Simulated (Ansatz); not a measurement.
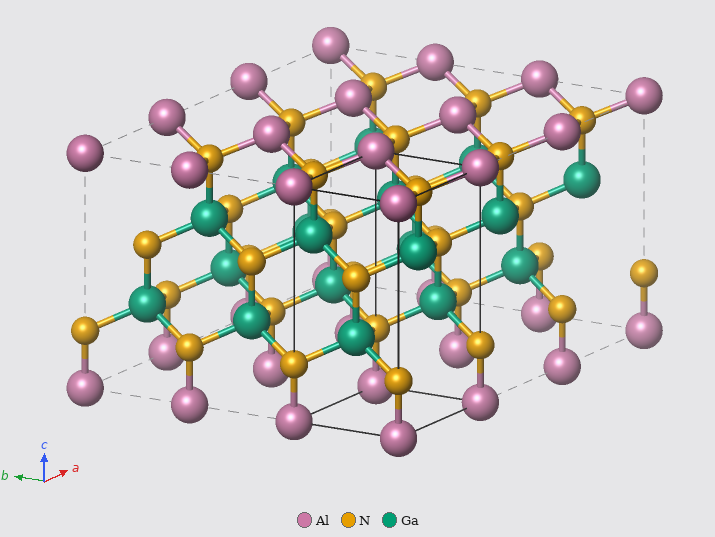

Crystal structure, ball-and-stick style, seen from a general direction. The drawing covers 3×3×1 cells, and the solid lines enclose one conventional unit cell.

AlGa2N3, space group P3m1 (No. 156), a = 3.15 Å, b = 3.15 Å, c = 7.72 Å, α = 90.00°, β = 90.00°, γ = 120.00°.

Setup: DFT r2SCAN, scalar-relativistic, plane waves, PAW (Ansatz); an energy cutoff of 500 eV, a 12×12×4 sampling of the Brillouin zone, Gaussian smearing of 0.02 eV, no spin polarisation.

Metal or not?

A semiconductor at this level, with a gap of 2.81 eV on the k-mesh (the true edges may lie between mesh points, so the gap can be somewhat smaller).

Starting structure: a structure listed in the Materials Project. It is drawn as it came out of a relaxation with DFT r2SCAN, scalar-relativistic, plane waves, PAW (Ansatz 0.2.0).
